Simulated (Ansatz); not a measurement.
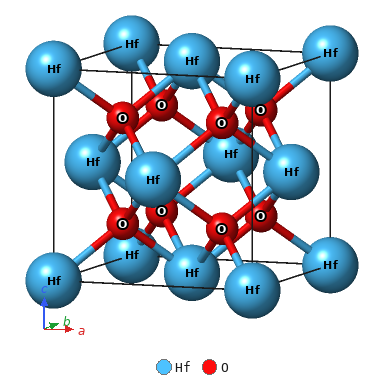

System: HfO₂, space group Fm-3m (No. 225). The picture shows the conventional cell.

Structure:
```cif
data_structure
_symmetry_space_group_name_H-M 'P 1'
_symmetry_Int_Tables_number 1
_cell_length_a 3.6169
_cell_length_b 3.6169
_cell_length_c 3.6169
_cell_angle_alpha 60.000
_cell_angle_beta 60.000
_cell_angle_gamma 60.000
_cell_volume 33.46
loop_
_atom_site_label
_atom_site_type_symbol
_atom_site_fract_x
_atom_site_fract_y
_atom_site_fract_z
_atom_site_occupancy
Hf1 Hf 0.00000 0.00000 0.00000 1
O1 O 0.25000 0.25000 0.25000 1
O2 O 0.75000 0.75000 0.75000 1
```

Method: periodic Kohn-Sham DFT of a crystal at fixed atoms, scaled to the stated factor times the given cell; pressure positive in compression (Ansatz 0.2.0). Level: LDA.

method all-electron PAW; relativity scalar; k mesh 8×8×8; occupations Fermi–Dirac; smearing width 0.01 eV; nucleus Gaussian.

V(given) is 11.15 Å³/atom.

What does the calculation give for the pressure against V/V(given)? The V/V(given) takes the values 0.94, 0.98, 1.01, 1.04.

The pressure falls from −1.4 GPa at V/V(given) 0.94 to −24.0 GPa at 1.04.

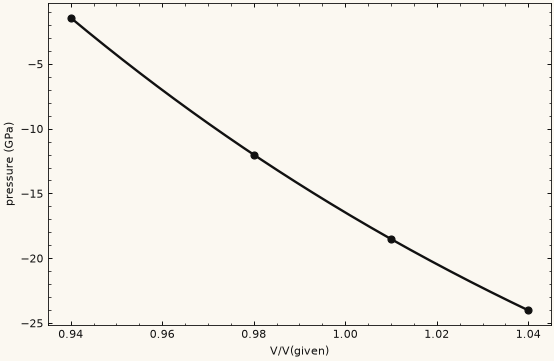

Keep in mind: no spin-orbit coupling on heavy atoms; the volumes run don't bracket the minimum of the energy, so any equilibrium value is extrapolated.
